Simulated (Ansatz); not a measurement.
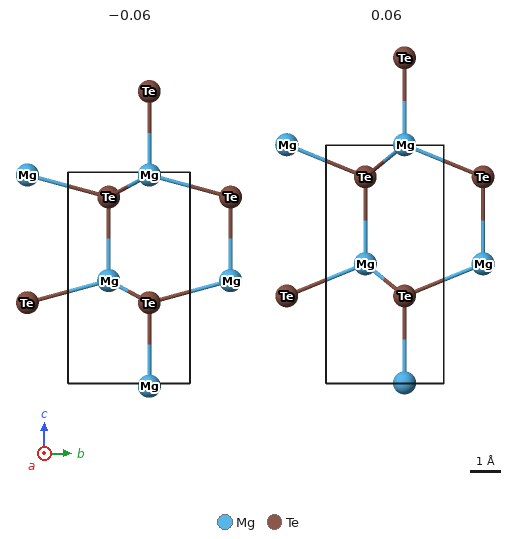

A crystal of MgTe (set up in P6_3mc), under uniaxial strain along c (a, b and atoms relaxed), with energies (extrapolated to zero smearing) counted from the relaxed crystal, which is the row at zero. The picture shows the first and the last member. A ball-and-stick model of the cell of the calculation, seen along the a axis.

Computed with Ansatz 0.2.0: DFT PBE, scalar-relativistic, plane waves, PAW. Set-up: plane-wave cutoff 420 eV; k-point mesh 6 × 6 × 4; occupations gaussian; smearing width 0.02 eV; no spin polarisation; force threshold 0.008 eV/Å.

```csv
strain,energy (meV/atom),a (Å),c (Å),band gap (eV)
−0.06,15.36,4.696,7.046,2.15
−0.04,7.05,4.666,7.196,2.24
−0.02,1.82,4.637,7.346,2.31
0.0,0.00,4.610,7.496,2.37
0.02,?,?,?,?
0.04,7.28,4.559,7.796,2.15
0.06,16.51,4.537,7.946,2.01
```

### Estimate the missing row from the others, and compare with the calculation.

A parabola through three neighbouring rows (0.0, 0.04, 0.06) gives, with Lagrange weights, (0.3333)(0.00) + (1.0000)(7.28) + (−0.3333)(16.51) = 1.78 meV/atom. The calculation gives 1.78 meV/atom (a = 4.584 Å, c = 7.646 Å). The estimate is right to the digits shown. For the gap a parabola through the rows 0.0, 0.04, 0.06 gives 2.27 eV, and the calculation 2.27 eV (semilocal gaps, lower than measured ones as a rule). From the first member to the last: Mg–Te 2.786 → 2.901 Å, Mg–Te 2.810 → 2.830 Å.

The whole series:

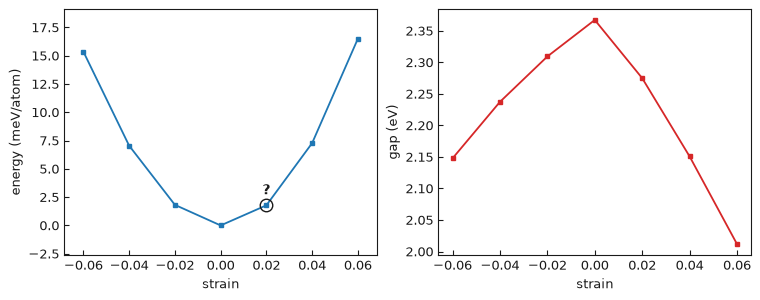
